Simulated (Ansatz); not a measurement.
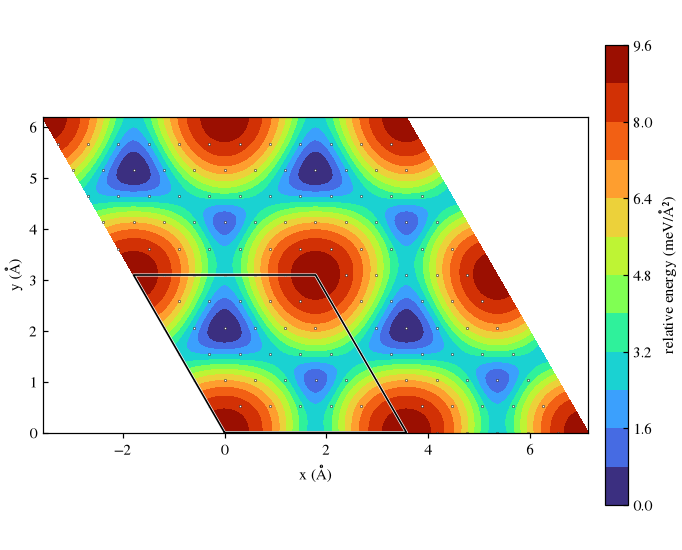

A bilayer of two As sheets of the honeycomb type (4 atoms in the cell). 
- The upper layer of a bilayer is slid over the lower one; relaxed at each slide: the heights of all atoms; the origin of the map has As4 above As1.
- Places are given modulo a cell vector. The map is drawn in real space over the plane of the slide.
- The grid has 6 × 6 points; 10 points were computed and 26 follow by symmetry.
- Energies are in meV/Å², from the lowest grid point.
- Theory: DFT PBE+D3(BJ), scalar-relativistic, plane waves, PAW (Ansatz). Settings: cutoff 420 eV, k-mesh 9×9×1, gaussian smearing 0.05 eV, no spin polarisation.

The picture shows filled contours, dots at the grid points, the outline of one cell of the 2 × 2 shown. Between grid points the surface is interpolated.

The lowest grid point is at (2/6, 4/6) of the cell vectors. There is a further well near (4/6, 2/6) of the cell vectors (1.0 meV/Å² above the lowest at that grid point). The highest grid point, (0/6, 0/6) of the cell vectors, lies 9.3 meV/Å² above the lowest. On the interpolated surface the easiest way out of the lowest well to the well at (4/6, 2/6) of the cell vectors passes a barrier of about 2.9 meV/Å². Facing atoms of the upper layer at the lowest point: As above As of a deeper plane; at the highest: As above As. The relaxed distance between the facing planes is 3.00 Å at the lowest and 3.78 Å at the highest point.

The system is changed to a bilayer of two C sheets of the honeycomb type (4 atoms in the cell); with it change k-mesh 15×15×1 (before 9×9×1), smearing 0.1 eV (before 0.05 eV).

Question: What will the new map look like?

Answer: The lowest place stays at (2/6, 4/6) of the cell vectors. The span from the lowest to the highest grid point shrinks from 9.3 to 2.5 meV/Å². The easiest pass out of the lowest well goes from about 2.9 to about 0.31 meV/Å² on the interpolated surfaces. In the new map: facing atoms of the upper layer at the lowest point: C above C, C above a hollow; at the highest: C above C. The relaxed distance between the facing planes is 3.40 Å at the lowest and 3.57 Å at the highest point.

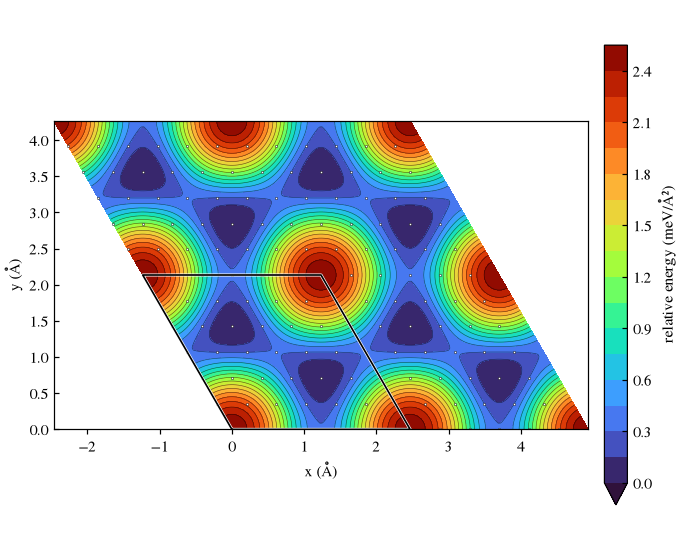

The map after the change, on a colour scale of its own. Drawn: filled contours, dots at the grid points, the outline of one cell of the 2 × 2 shown. Between grid points the surface is interpolated.
